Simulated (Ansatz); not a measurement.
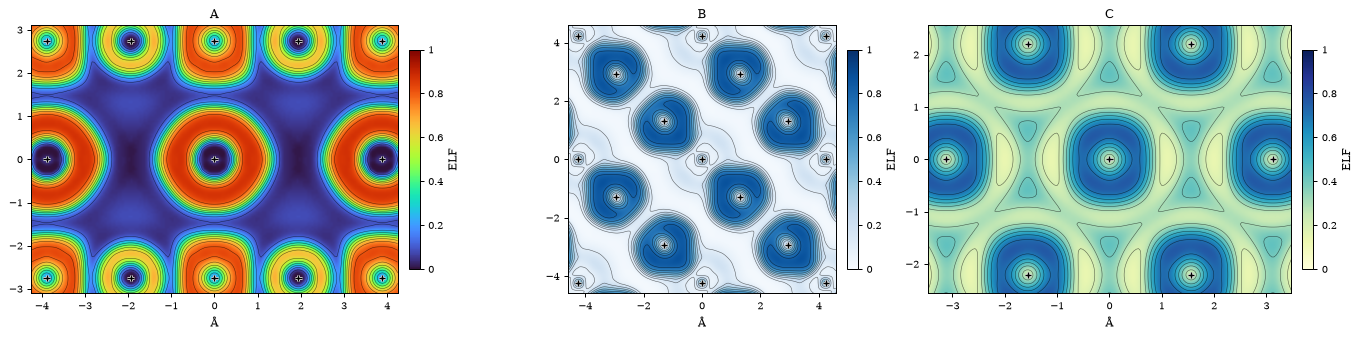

The electron localisation function of 3 systems, each on a plane through atoms (crosses mark nuclei in the plane).

Computed with Kohn-Sham DFT of a periodic cell, PBE, Ansatz PAW in Ansatz 0.2.0.

System 1: SiO₂, the (001) plane of the conventional cell. Space group P4₂/mnm; a structure from a database of computed crystals, not necessarily the ambient phase.

```yaml
crystal:
  lattice:
    - [4.23317, 0.00000, 0.00000]
    - [0.00000, 4.23317, 0.00000]
    - [0.00000, 0.00000, 2.69349]
  atoms:
    - { symbol: Si, position: [0.00000, 0.00000, 0.00000] }
    - { symbol: Si, position: [0.50000, 0.50000, 0.50000] }
    - { symbol: O, position: [0.80684, 0.19316, 0.50000] }
    - { symbol: O, position: [0.30684, 0.30684, 0.00000] }
    - { symbol: O, position: [0.19316, 0.80684, 0.50000] }
    - { symbol: O, position: [0.69316, 0.69316, 0.00000] }
```

System 2: Mo, the (101) plane of the conventional cell. Space group Im-3m; a structure from a database of computed crystals, not necessarily the ambient phase; computed pressure about 10 GPa in this cell.

```
CELL_PARAMETERS angstrom
3.12300 0.00000 0.00000
0.00000 3.12300 0.00000
0.00000 0.00000 3.12300
ATOMIC_POSITIONS crystal
Mo 0.00000 0.00000 0.00000
Mo 0.50000 0.50000 0.50000
```

System 3: BaTiO₃, the (101) plane of the conventional cell. Space group Pm-3m; computed pressure about 20 GPa in this cell.

Match each panel to its system.

Answer. Panel A is system 3, BaTiO₃: the plane holds Ba, Ti and O. Ti–O (1.94 Å): the ELF peaks at about 0.85 in the valence shell of O, 0.6 Å from its nucleus, and is about 0.20 at the midpoint (no shared electron pair shows on this line). Panel B is system 1, SiO₂: the plane holds Si and O. Si–O (1.84 Å): the ELF peaks at about 0.85 between the atoms. Panel C is system 2, Mo: the plane holds Mo. Mo–Mo (2.70 Å): the ELF is about 0.30 at the midpoint: no localised pair shows between them.
